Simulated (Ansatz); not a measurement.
**Ir(111) (Fm-3m bulk, 5 atomic planes (those closer than 0.6 Å count as one), 9 Å): images, spectra and barriers**

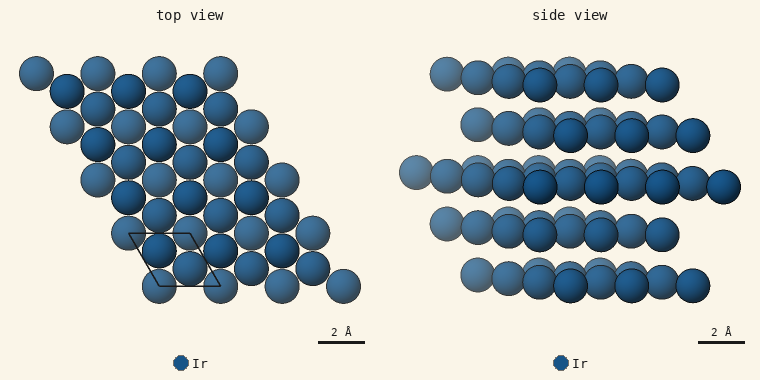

The relaxed structure from above and from the side.

Theory: DFT PBE, scalar-relativistic, plane waves, PAW (Ansatz). Cutoff 420 eV, 24 × 24 k-points, Gaussian smearing 0.1 eV, dipole correction. The slab is a cut without reconstruction beyond its cell, at the source's lattice constants, with its lower half held fixed and the rest relaxed. No spin polarisation. Spin–orbit coupling is left out; with Ir it can shift levels and gaps. The run warns that the functional's potential is rough in the thin density of the vacuum, where the tip is; weak contrasts and barriers may feel it.

Images follow the Tersoff–Hamann model: the current is the local density of the sample's states between the Fermi level and the bias, at the tip's centre. Bias windows are sharp sums over the levels of the k mesh.

```yaml
crystal:
  lattice:
    - [2.71487, 0.00000, 0.00000]
    - [-1.35743, 2.35114, 0.00000]
    - [0.00000, 0.00000, 25.86671]
  atoms:
    - { symbol: Ir, position: [0.66667, 0.33333, 0.32861] }
    - { symbol: Ir, position: [0.33333, 0.66667, 0.41430] }
    - { symbol: Ir, position: [0.00000, 0.00000, 0.50065] }
    - { symbol: Ir, position: [0.66667, 0.33333, 0.58707] }
    - { symbol: Ir, position: [0.33333, 0.66667, 0.67207] }
```

The last single point, restarted from the relaxation's density, took 66 s on 1 thread of Intel(R) Xeon(R) Platinum 8488C (Sapphire Rapids) (shared host), peak memory 0.69 GiB.

Part 1: One image

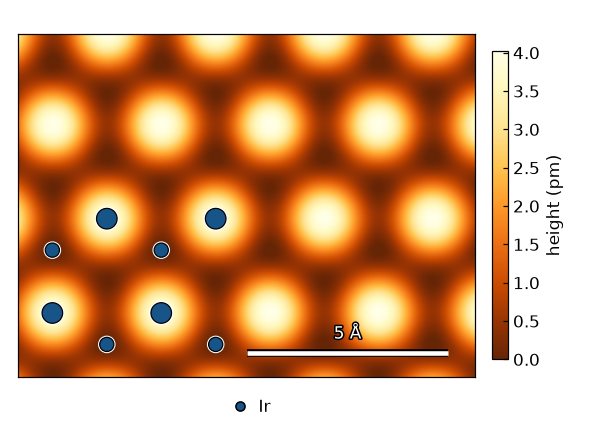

Constant-current image at a set point of 1.1 × 10⁻⁴ e/Å³ of this surface, sample bias −1.00 V. The atoms seen from above are drawn over one corner (deeper ones smaller).

Q: What lies under the maxima and minima of this image?

A: The brightest spots lie over the top Ir atoms; the darkest points are over the sites above the Ir atoms 2.2 Å below the top plane. The corrugation is 4 pm at a mean tip height of 3.5 Å. So weak a contrast (4 pm) depends on the k-mesh and on the tip.

Part 2: Approach curves

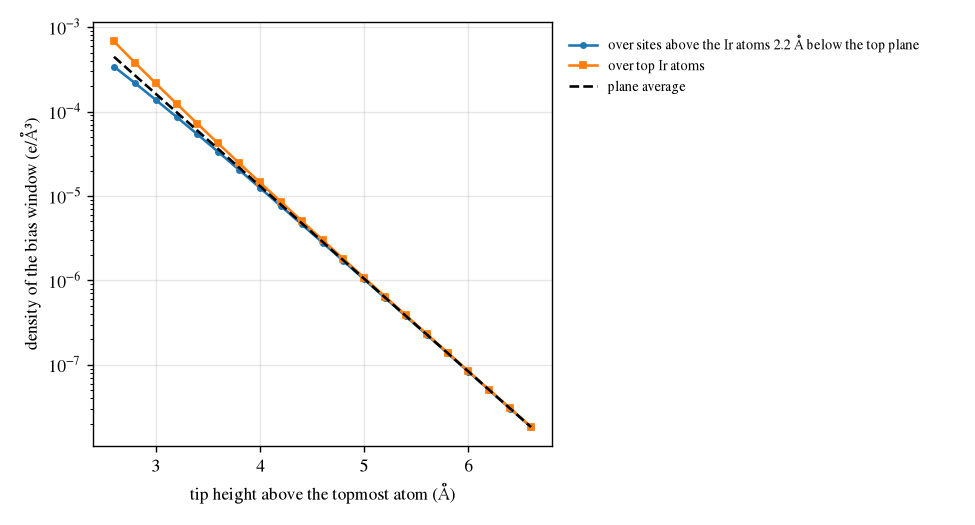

Approach curves over this surface at a sample bias of +0.50 V.

Q: Estimate the decay constant and the apparent barrier, and compare with the vacuum level, which the run puts 5.53 eV above zero bias.

A: Near 4 Å the plane average falls as exp(−2.53 z/Å), a factor of 13 per ångström, which gives an apparent barrier of 6.1 eV (0.952 eV Å² times the slope squared). The upper edge of the window lies 5.03 eV under the vacuum level. The apparent barrier is above 5.03 eV. At 4 Å the 0.25 eV of states nearest the upper edge carry 49 % of the density. The value exceeds even the 5.53 eV between the vacuum level and the deepest states of the window, so their depth alone doesn't explain it. States away from the zone centre decay faster, since their momentum along the surface adds to the barrier, and that may account for the rest.

Part 3: States by depth

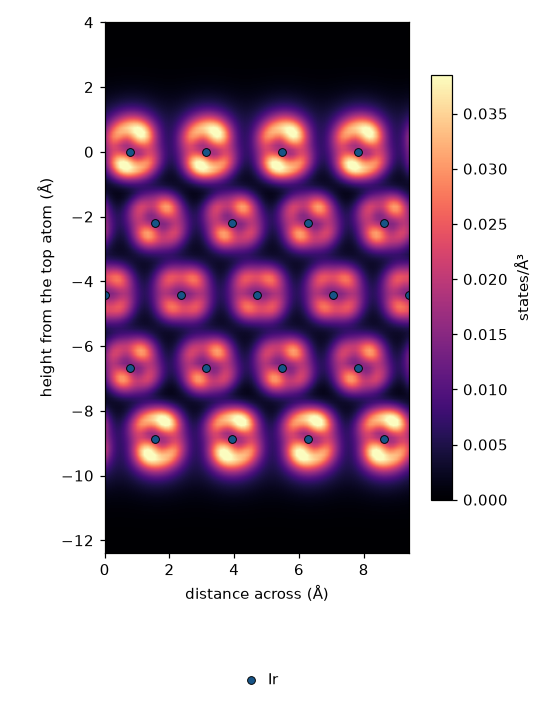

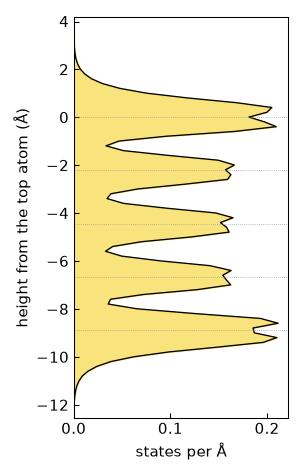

Density of all states between −0.50 and −0.25 eV (zero: the Fermi level) of this surface: side view, averaged along the second cell vector, and the full density summed over planes, the part near the nuclei included (dotted lines mark the atomic planes).

The first picture shows the smooth PAW orbitals' density alone, which lacks about 22 % of these states' charge, near the nuclei; the shares below count all of it.

Q: Where in the slab do these states sit?

A: The window holds 1.4 states per cell. Shares by plane (space cut midway between planes), top to bottom: Ir 25 %, Ir 17 %, Ir 17 %, Ir 17 %, Ir 25 %; the outer planes' shares include the vacuum, and density in a gap between layers is shared out between the planes on either side.
